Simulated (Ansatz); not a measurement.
**MnO2: single-point calculation (part 2 of 2)**

The same run, continued: MnO2 (P4₂/mnm, 6 atoms in the cell); DFT PBE+U, spin-orbit coupling, plane waves, PAW, Ueff = 1 eV on Mn atom 1 d; Ueff = 1 eV on Mn atom 2 d (Ansatz 0.2.0); cutoff 420 eV, 4×4×7 k-mesh, Gaussian smearing of 0.05 eV. The structure derives from an entry of the Crystallography Open Database. It belongs to a series of runs on one base structure; here: from atoms, default search.

Geometry of the input (Å; fractional positions):
```
4.3960  0.0000  0.0000
0.0000  4.3960  0.0000
0.0000  0.0000  2.8710
Mn 0.0000  0.0000  0.0000
Mn 0.5000  0.5000  0.5000
O  0.3020  0.3020  0.0000
O  0.1980  0.8020  0.5000
O  0.6980  0.6980  0.0000
O  0.8020  0.1980  0.5000
```

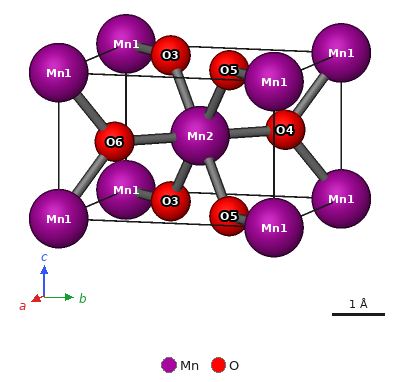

Figure 1. The structure (ball-and-stick view of the cell of the calculation, seen slightly off an axis; atoms are numbered from 1 in the order of the input). An atom can appear more than once, as a periodic image.

## Log, continued
```
SCF iter   1: F=—  HF=-10068.102374 eV  |F-HF|=—  |Δ(HF+E_count)|=         —  Δρ=3.02e-1  dr2=4.99e1  dr2_m=1.11e0  ethr=3.10e-3  |M|=4.10e0 ∫|m|=4.47e0 μB  |m|>n=0.0e0 m-floor=0.0e0 τ_xc=1.2e-14 mc-row=0.0e0  β_m=0.30  ⟨swp⟩=7.4  Hψ=8071  notcnv=0
preconditioner: auto → Kerker (q_TF=auto, 2.716 Å⁻¹)  [metal: Δε(μ)=0.021 eV  Ē_g=7.707 eV  σ=0.050 eV  W_gap=0.24  n_scr=18 (ndim 8)  ℏωp=30.7 eV  f_vac=0.000  D(μ)=8.27/eV (n_scr^D=136)]
spin=Noncollinear: Kerker preconditioning applied to the charge; magnetization (m_x, m_y, m_z) channels mix plain (no charge-response kernel on spin).
SCF iter   2: F=—  HF=-10066.708905 eV  |F-HF|=—  |Δ(HF+E_count)|=    1.39e0  Δρ=1.68e-1  dr2=1.15e1  dr2_m=6.35e-1  ethr=3.10e-3  |M|=6.00e0 ∫|m|=6.24e0 μB  |m|>n=0.0e0 m-floor=0.0e0 τ_xc=1.5e-3 mc-row=0.0e0  β_m=1.00  ⟨swp⟩=4.0  Hψ=4462  notcnv=0  defer=57
preconditioner: auto → Resta (q_TF=auto, 2.716 Å⁻¹)  ε∞=11.6  [insulator: Δε(μ)=0.110 eV  Ē_g=9.445 eV  σ=0.050 eV  W_gap=0.87  n_scr=18 (ndim 8)  ℏωp=30.7 eV  f_vac=0.000  D(μ)=0.18/eV (n_scr^D=0)  ε∞_Penn≈11.6]
spin=Noncollinear: Resta preconditioning applied to the charge; magnetization (m_x, m_y, m_z) channels mix plain (no charge-response kernel on spin).
SCF iter   3: F=—  HF=-10065.734509 eV  |F-HF|=—  |Δ(HF+E_count)|=   9.74e-1  Δρ=8.30e-2  dr2=2.53e0  dr2_m=1.33e-2  ethr=3.10e-3  |M|=6.00e0 ∫|m|=6.33e0 μB  |m|>n=0.0e0 m-floor=0.0e0 τ_xc=2.4e-3 mc-row=0.0e0  β_m=1.00  ⟨swp⟩=3.0  Hψ=3824  notcnv=0  defer=148
SCF iter   4: F=—  HF=-10066.318097 eV  |F-HF|=—  |Δ(HF+E_count)|=   5.84e-1  Δρ=8.15e-2  dr2=3.27e0  dr2_m=4.27e-2  ethr=3.10e-3  |M|=6.04e0 ∫|m|=6.33e0 μB  |m|>n=0.0e0 m-floor=0.0e0 τ_xc=3.1e-3 mc-row=0.0e0  β_m=0.30  ⟨swp⟩=3.1  Hψ=3891  notcnv=0  defer=153
SCF iter   5: F=—  HF=-10066.138103 eV  |F-HF|=—  |Δ(HF+E_count)|=   1.80e-1  Δρ=2.48e-2  dr2=2.72e-1  dr2_m=8.73e-4  ethr=3.10e-3  |M|=5.99e0 ∫|m|=6.30e0 μB  |m|>n=0.0e0 m-floor=0.0e0 τ_xc=3.6e-3 mc-row=0.0e0  β_m=0.30  ⟨swp⟩=3.0  Hψ=2836  notcnv=0  defer=145
SCF iter   6: F=—  HF=-10066.213135 eV  |F-HF|=—  |Δ(HF+E_count)|=   7.50e-2  Δρ=1.45e-2  dr2=9.74e-2  dr2_m=1.04e-3  ethr=5.03e-4  |M|=6.00e0 ∫|m|=6.29e0 μB  |m|>n=0.0e0 m-floor=0.0e0 τ_xc=4.2e-3 mc-row=0.0e0  β_m=0.30  ⟨swp⟩=2.4  Hψ=2397  notcnv=0  defer=144
Mixer restart at iter 6: flushing history
spin-set hold released at iteration 6 (site moments contracting): the magnetisation degrees of freedom join the quasi-Newton model from the next iteration; the mixer history was flushed
SCF iter   7: F=—  HF=-10066.250830 eV  |F-HF|=—  |Δ(HF+E_count)|=   3.77e-2  Δρ=4.27e-3  dr2=4.69e-3  dr2_m=1.77e-3  ethr=1.80e-4  |M|=6.00e0 ∫|m|=6.28e0 μB  |m|>n=0.0e0 m-floor=0.0e0 τ_xc=4.7e-3 mc-row=0.0e0  β_m=0.39  ⟨swp⟩=2.4  Hψ=2697  notcnv=0  defer=146
SCF iter   8: F=—  HF=-10066.284115 eV  |F-HF|=—  |Δ(HF+E_count)|=   3.33e-2  Δρ=3.49e-3  dr2=5.38e-3  dr2_m=1.10e-3  ethr=8.68e-6  |M|=6.00e0 ∫|m|=6.26e0 μB  |m|>n=0.0e0 m-floor=0.0e0 τ_xc=5.2e-3 mc-row=0.0e0  β_m=0.61  ⟨swp⟩=2.1  Hψ=3554  notcnv=0  defer=149
SCF iter   9: F=—  HF=-10066.305010 eV  |F-HF|=—  |Δ(HF+E_count)|=   2.09e-2  Δρ=1.71e-3  dr2=5.30e-4  dr2_m=7.43e-4  ethr=8.68e-6  |M|=6.00e0 ∫|m|=6.23e0 μB  |m|>n=0.0e0 m-floor=0.0e0 τ_xc=6.3e-3 mc-row=0.0e0  β_m=0.80  ⟨swp⟩=2.3  Hψ=3423  notcnv=0  defer=149
SCF iter  10: F=—  HF=-10066.305829 eV  |F-HF|=—  |Δ(HF+E_count)|=   8.19e-4  Δρ=3.68e-4  dr2=5.44e-5  dr2_m=1.42e-5  ethr=9.81e-7  |M|=6.00e0 ∫|m|=6.21e0 μB  |m|>n=0.0e0 m-floor=0.0e0 τ_xc=7.0e-3 mc-row=0.0e0  β_m=0.80  ⟨swp⟩=2.0  Hψ=2818  notcnv=0  defer=149
SCF iter  11: F=—  HF=-10066.305838 eV  |F-HF|=—  |Δ(HF+E_count)|=   9.31e-6  Δρ=3.37e-4  dr2=4.58e-5  dr2_m=5.85e-7  ethr=1.01e-7  |M|=6.00e0 ∫|m|=6.21e0 μB  |m|>n=0.0e0 m-floor=0.0e0 τ_xc=7.2e-3 mc-row=0.0e0  β_m=0.90  ⟨swp⟩=2.2  Hψ=3197  notcnv=0  defer=149
SCF iter  12: F=—  HF=-10066.305839 eV  |F-HF|=—  |Δ(HF+E_count)|=   2.26e-7  Δρ=2.23e-4  dr2=2.76e-5  dr2_m=2.54e-7  ethr=8.48e-8  |M|=6.00e0 ∫|m|=6.21e0 μB  |m|>n=0.0e0 m-floor=0.0e0 τ_xc=7.3e-3 mc-row=0.0e0  β_m=0.68  ⟨swp⟩=2.0  Hψ=2501  notcnv=0  defer=149
SCF iter  13: F=—  HF=-10066.305835 eV  |F-HF|=—  |Δ(HF+E_count)|=   3.38e-6  Δρ=3.87e-5  dr2=9.78e-7  dr2_m=8.00e-8  ethr=5.11e-8  |M|=6.00e0 ∫|m|=6.21e0 μB  |m|>n=0.0e0 m-floor=0.0e0 τ_xc=7.3e-3 mc-row=0.0e0  β_m=0.78  ⟨swp⟩=2.0  Hψ=2413  notcnv=0  defer=149
SCF iter  14: F=—  HF=-10066.305836 eV  |F-HF|=—  |Δ(HF+E_count)|=   2.84e-7  Δρ=2.51e-5  dr2=3.48e-7  dr2_m=3.18e-8  ethr=1.81e-9  |M|=6.00e0 ∫|m|=6.21e0 μB  |m|>n=0.0e0 m-floor=0.0e0 τ_xc=7.3e-3 mc-row=0.0e0  β_m=0.89  ⟨swp⟩=2.0  Hψ=2559  notcnv=0  defer=149
SCF iter  15: F=—  HF=-10066.305836 eV  |F-HF|=—  |Δ(HF+E_count)|=   1.12e-7  Δρ=1.58e-5  dr2=1.13e-7  dr2_m=7.89e-9  ethr=6.44e-10  |M|=6.00e0 ∫|m|=6.21e0 μB  |m|>n=0.0e0 m-floor=0.0e0 τ_xc=7.4e-3 mc-row=0.0e0  β_m=0.77  ⟨swp⟩=2.0  Hψ=2662  notcnv=0  defer=149
SCF iter  16: F=-10066.305836 eV  HF=-10066.305836 eV  |F-HF|=1.22e-8  |Δ(HF+E_count)|=  2.40e-10  Δρ=6.88e-6  dr2=2.27e-8  dr2_m=2.78e-9  ethr=1.85e-10  |M|=6.00e0 ∫|m|=6.21e0 μB  |m|>n=0.0e0 m-floor=0.0e0 τ_xc=7.4e-3 mc-row=0.0e0  ⟨swp⟩=14.1  Hψ=12288  notcnv=0
SCF 1 converged in 16 iterations: F = -10066.305836 eV  dr2 = 2.27e-8
  greatest PAW one-centre occupation: 1.000 electrons in one spin orbital (limit 2), on the Mn atom at site 1 (counted from 0), in its partial waves of l = 0
SCF converged after 16 iterations
Magnetization: |M| = 5.9954 μB,  M = (+4.2394, +4.2394, -0.0000) μB
Absolute magnetization: 6.2344 μB (∫|m|, with the PAW one-centre terms)
  site 0: m = (+1.7193, +1.7193, +0.0000) μB, |m| = 2.4315 μB  (R = 0.77 Å)
  site 1: m = (+1.7194, +1.7194, +0.0000) μB, |m| = 2.4316 μB  (R = 0.77 Å)
  site 2: m = (+0.0511, +0.0511, +0.0000) μB, |m| = 0.0723 μB  (R = 0.77 Å)
  site 3: m = (+0.0511, +0.0511, +0.0000) μB, |m| = 0.0723 μB  (R = 0.77 Å)
  site 4: m = (+0.0511, +0.0511, -0.0000) μB, |m| = 0.0723 μB  (R = 0.77 Å)
  site 5: m = (+0.0511, +0.0511, +0.0000) μB, |m| = 0.0723 μB  (R = 0.77 Å)
Free energy (F): -10066.305836 eV
Harris-Foulkes:  -10066.305836 eV  (|F-HF|=1.22e-8)
Internal energy: -10066.305490 eV  (E = F + TS)
E sigma→0 (E₀):  -10066.305663 eV
Entropy (-TS):   -0.000346 eV (-0.058 meV/atom)
Fermi energy:    10.770319 eV
--- Per-component energies (eV) ---
  E_band       = -585.647811
  E_kinetic    = 1299.897387
  E_local      = -5443.224062  (includes V_loc(G=0)·N_el)
  E_nonlocal   = 665.477259
  E_hartree    = 2139.373563
  E_xc         = -521.334869
  E_vxc        = -666.247030  (∫ρ·V_xc dr)
  E_hubbard    = 1.383073  (on-site DFT+U / exact-exchange correction)
  E_vhub       = -2.285539  (the Hubbard potential's part of the band-sum identity)
  E_paw        = -3221.231544  (= ΣΔE_a)
  E_vpaw       = -718.029970  (= ΣTr[D̂ρ^β])
  E_aug_tail   = 0.009838  (compensation charges beyond the density's cutoff)
  E_ewald      = -4986.656134
  E_smearing   = -0.000346  (= −TS)
  E_closure    = -0.000000  (closes the sum)
  Σ components = -10066.305836   (vs F -10066.305836, Δ=0.00e0)
--- Hubbard shell moments (per corrected site; Tr N, ν in electrons; μ in μ_B) ---
  shell 0: Tr N=5.0517  μ_S=(+1.9523, +1.9523, +0.0000)  μ_L=(-0.0119, -0.0119, -0.0000)  μ=(+1.9404, +1.9404, -0.0000)  ν=0.0314 along (+0.707, +0.707, +0.000)
  shell 1: Tr N=5.0517  μ_S=(+1.9523, +1.9523, +0.0000)  μ_L=(-0.0135, -0.0135, +0.0000)  μ=(+1.9388, +1.9388, +0.0000)  ν=0.0306 along (+0.707, +0.707, -0.000)
--- Forces (eV/Å), atoms counted from 1 ---
  atom   1  Mn    -0.00000000     0.00000000     0.00000000
  atom   2  Mn    -0.00000000     0.00000000     0.00000000
  atom   3  O      0.33564713     0.33564713     0.00000000
  atom   4  O     -0.33543169     0.33543169    -0.00000000
  atom   5  O     -0.33564713    -0.33564713     0.00000000
  atom   6  O      0.33543169    -0.33543169     0.00000000
  max |Σ_I F_I| component: 1.11e-16 eV/Å
--- Stress (GPa, compression-positive) ---
        6.903975       0.000187      -0.000000
        0.000187       6.903975       0.000000
        0.000000       0.000000       5.076000
  P = ⅓ Tr σ = 6.2946 GPa (62.946 kbar)
--- Band table (eV; the first three rows and the last of 28) ---
  k-point 0: bands = ["-71.1726", "-71.1698", "-68.0210", "-68.0175", "-40.4068", "-40.3800", "-39.9820", "-39.9253", "-39.4554", "-39.4189", "-37.0990", "-37.0713", "-36.6845", "-36.6230", "-36.3886", "-36.3493", "-9.0573", "-8.8722", "-7.1668", "-6.9621", "-6.8139", "-6.8138", "-6.6522", "-6.6522", "2.7489", "3.4337", "3.4526", "3.9222", "4.4313", "5.0788", "5.0791", "5.1662", "5.9229", "5.9232", "6.8776", "6.8776", "7.1086", "7.1087", "7.4504", "7.5179", "7.6085", "7.6593", "7.8213", "7.8266", "8.0331", "9.3410", "9.3430", "9.7707", "9.7707", "10.0133", "10.0134", "10.3287", "10.4810", "10.6978", "10.7709", "11.3783", "11.6057", "11.7783", "11.7870", "11.8955", "12.9038", "13.5752", "13.5758", "13.8809", "14.4995", "14.9799"]
  k-point 1: bands = ["-71.1708", "-71.1683", "-68.0190", "-68.0160", "-40.4152", "-40.3905", "-39.9790", "-39.9247", "-39.4630", "-39.4277", "-37.1087", "-37.0840", "-36.6801", "-36.6223", "-36.3969", "-36.3593", "-8.8597", "-8.6758", "-7.1136", "-6.9128", "-6.8450", "-6.8447", "-6.6790", "-6.6790", "3.0349", "3.6337", "3.7002", "4.1486", "4.5746", "4.8960", "4.8962", "5.4114", "5.6872", "5.6873", "6.5758", "6.9006", "7.1708", "7.1773", "7.2017", "7.5189", "7.5192", "7.5746", "7.5747", "7.6674", "8.2233", "8.4814", "9.1715", "9.4402", "9.4414", "9.9885", "9.9890", "10.0978", "10.3975", "10.5460", "11.1415", "11.7138", "11.8056", "11.8250", "12.1834", "12.1862", "13.1892", "13.1952", "13.2424", "13.7644", "14.2064", "14.6763"]
  k-point 2: bands = ["-71.1667", "-71.1650", "-68.0144", "-68.0123", "-40.4349", "-40.4148", "-39.9721", "-39.9236", "-39.4789", "-39.4465", "-37.1320", "-37.1144", "-36.6698", "-36.6210", "-36.4134", "-36.3803", "-8.3378", "-8.1569", "-7.0552", "-6.9170", "-6.9163", "-6.8629", "-6.7414", "-6.7412", "3.7539", "4.1057", "4.3267", "4.7571", "4.7579", "4.7967", "4.8779", "5.4465", "5.5891", "5.5891", "5.8570", "6.1226", "6.2067", "6.8442", "6.8448", "7.0533", "7.5098", "7.7732", "7.7734", "7.8492", "7.8496", "8.1878", "8.5800", "8.5807", "8.9005", "9.6547", "9.7886", "10.1569", "10.3062", "10.3065", "11.6877", "11.8976", "11.9332", "12.3943", "12.7107", "12.7125", "12.8121", "12.8141", "13.3922", "13.4457", "13.7490", "14.2494"]
  k-point 27: bands = ["-71.1630", "-71.1629", "-68.0100", "-68.0099", "-40.4513", "-40.4353", "-39.9667", "-39.9231", "-39.4904", "-39.4610", "-37.1516", "-37.1409", "-36.6614", "-36.6207", "-36.4243", "-36.3963", "-7.2819", "-7.2819", "-7.1194", "-7.1174", "-7.1030", "-7.1008", "-6.9342", "-6.9341", "4.0150", "4.0167", "4.0916", "4.0937", "4.4256", "4.4260", "4.8872", "4.8872", "5.3803", "5.3803", "6.1644", "6.1645", "6.3330", "6.3335", "6.9361", "6.9399", "6.9741", "6.9781", "8.2695", "8.2717", "8.5864", "8.5884", "9.0406", "9.0407", "9.5236", "9.5240", "9.9067", "9.9085", "9.9257", "9.9270", "12.4007", "12.4035", "12.4444", "12.4564", "12.6408", "12.6545", "12.6806", "12.6827", "13.0008", "13.0027", "14.1027", "14.1031"]
Occupation matrices written to [file]
--- Löwdin populations: 6 sites ---
  site symbol       q [e]
     0     Mn     13.5986
     1     Mn     13.5986
     2      O      6.6515
     3      O      6.6515
     4      O      6.6515
     5      O      6.6515
  spilling = 0.003648 (of n_electrons = 54.000000)
--- Occupation matrices: 2 shells (run DFT+U table (all-electron-ortho-atomic); ε = 7.36e-3) ---
  Mn0 d_3D: site group D2h (mmm)
  Mn0 d_3D spinor Tr n = 5.0517  λ = 0.108 0.177 0.196 0.320 0.344 0.468 0.482 0.980 0.984 0.994  [z2 0.73 E1/2g(1.00) | xz 0.50 E1/2g(1.00) | x2-y2 1.00 E1/2g(1.00) | xy 0.73 E1/2g(1.00) | xz 0.50 E1/2g(1.00) | xz 0.50 E1/2g(1.00) | xy 0.74 E1/2g(1.00) | 2× z2 0.37 E1/2g(1.00) | x2-y2 1.00 E1/2g(1.00)]
  Mn1 d_3D: site group D2h (mmm)
  Mn1 d_3D spinor Tr n = 5.0517  λ = 0.108 0.177 0.196 0.320 0.344 0.468 0.482 0.980 0.984 0.994  [z2 0.73 E1/2g(1.00) | xz 0.50 E1/2g(1.00) | x2-y2 1.00 E1/2g(1.00) | xy 0.73 E1/2g(1.00) | xz 0.50 E1/2g(1.00) | xz 0.50 E1/2g(1.00) | xy 0.74 E1/2g(1.00) | 2× z2 0.37 E1/2g(1.00) | x2-y2 1.00 E1/2g(1.00)]
  Tr n, λ and their labels are of the run-group-symmetrised matrices; stabiliser: 8 of 32 elements of G0×{1,Θ} (closed), max defect 2.1e-15 at τ = 1.6e-3
```

## Results in brief

| quantity | value |
| --- | --- |
| outcome | converged |
| space group (tolerance 0.01 Å) | P4₂/mnm (136) |
| electrons treated | 54 |
| free energy | −10066.3058 eV |
| Fermi energy | 10.770 eV |
| gap on the k-point mesh | 0.03 eV |
| net moment of the cell | 6.00 μB |
| integrated absolute moment | 6.23 μB |
| pressure | 6.29 GPa |
| largest force (length of the vector) | 0.475 eV/Å |
| hardware | 8 threads of Arm Neoverse V2, 24 GiB of memory available, shared host |
| wall time | 10 s (CPU time 75 s) |
| peak memory | 1.1 GiB |

## Notes

The program warns: the SCF threshold is looser than advised for the printed stress. The cell is under a pressure of 6.3 GPa at this level, so it is not at its equilibrium volume.
